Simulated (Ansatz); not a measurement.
Geometry relaxation of Si5C4 (part 3 of 3)

Si5C4 (slab, 9 atoms in the cell); DFT PBE, scalar-relativistic, plane waves, PAW, PAW set soft_1, spin-polarised (Ansatz 0.2.0); cutoff 420 eV, 9×9×1 k-mesh, Gaussian smearing of 0.05 eV, collinear spins. The structure derives from an entry of the Crystallography Open Database. The input holds or restrains some coordinates.

Geometry of the input (Å; fractional positions):
```
3.0920  0.0000  0.0000
-1.5460  2.6778  0.0000
0.0000  0.0000  23.7337
C  0.3333  0.6667  0.1685
Si 0.6667  0.3333  0.1951
C  0.6667  0.3333  0.2754
Si 0.3333  0.6667  0.3020
C  0.3333  0.6667  0.3836
Si 0.6667  0.3333  0.4086
C  0.6667  0.3333  0.4916
Si 0.3333  0.6667  0.5155
Si 0.5000  1.0000  0.6163
```

Trajectory as extended XYZ, continued:
```
9
Lattice="3.0920 0.0000 0.0000 -1.5460 2.6778 0.0000 0.0000 0.0000 23.7337" Properties=species:S:1:pos:R:3:forces:R:3 step=3 energy=-4180.35035
C     0.0000    1.7852    4.0000    0.0000   0.0005   2.4823
Si    1.5460    0.8926    4.6298    0.0000  -0.0008  -2.7747
C     1.5460    0.8926    6.5369    0.0000  -0.0044   0.6373
Si    0.0000    1.7852    7.1667    0.0000   0.0061  -0.1034
C     0.0000    1.7852    9.1041    0.0000   0.0171  -0.6787
Si    1.5460    0.8926    9.6970    0.0000   0.0678   0.8277
C     1.5460    0.8926   11.6669    0.0000   0.1980  -1.5541
Si    0.0000    1.7852   12.2337    0.0000   0.3458   1.1632
Si    0.0000    2.6778   14.5811    0.0000  -0.6300   0.0005
```

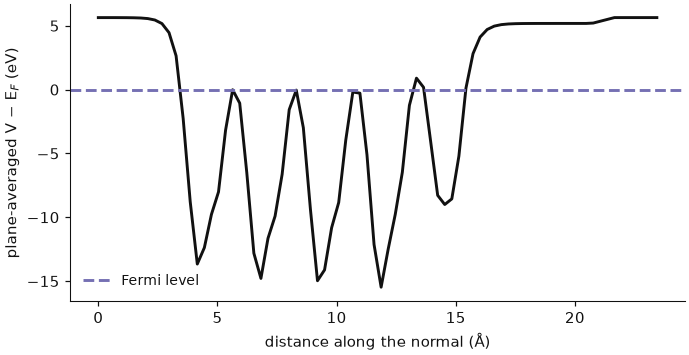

Figure 1. Plane average of the electrostatic potential energy of an electron across the cell, from the Fermi level. The vacuum level lies 5.18 eV above the Fermi level on the upper side and 5.64 eV on the lower.

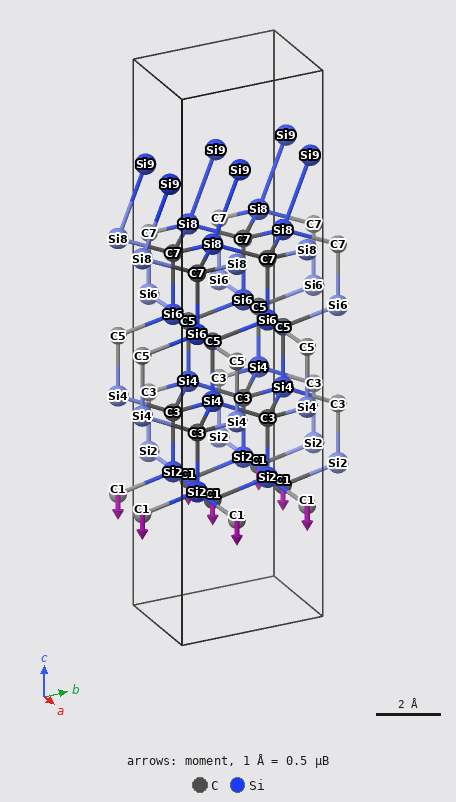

Figure 2. Magnetic moments of the sites as pink arrows (ball-and-stick view of the 2 × 2 repeat of the cell, with the vacuum cut short, seen slightly off an axis; neighbours outside the cell are drawn fainter; atoms are numbered from 1 in the order of the input); small moments hardly show. The run is collinear, so the axis drawn is arbitrary. Site moments: C1 (−0.41 μB); C3 (−0.07 μB). They are counted near the atoms and needn't add up to the moment of the cell.

Key numbers:

```tsv
quantity	value
outcome	converged under the restraints of the input
electrons treated	36
free energy	−4180.3503 eV
work function, top face	5.18 eV
work function, bottom face	5.64 eV
Fermi energy	2.472 eV
gap on the k-point mesh	none (metallic)
net moment of the cell	−0.85 μB
integrated absolute moment	1.10 μB
final volume	196.51 Å³
work function (upper face)	5.18 eV
largest force (length of the vector) at the end, held atoms and coordinates included	2.775 eV/Å
hardware	1 thread of Intel Xeon @ 2.50GHz (Skylake/Cascade Lake), 32 GiB of memory available, shared host
wall time	2.2 min
peak memory	0.6 GiB
```
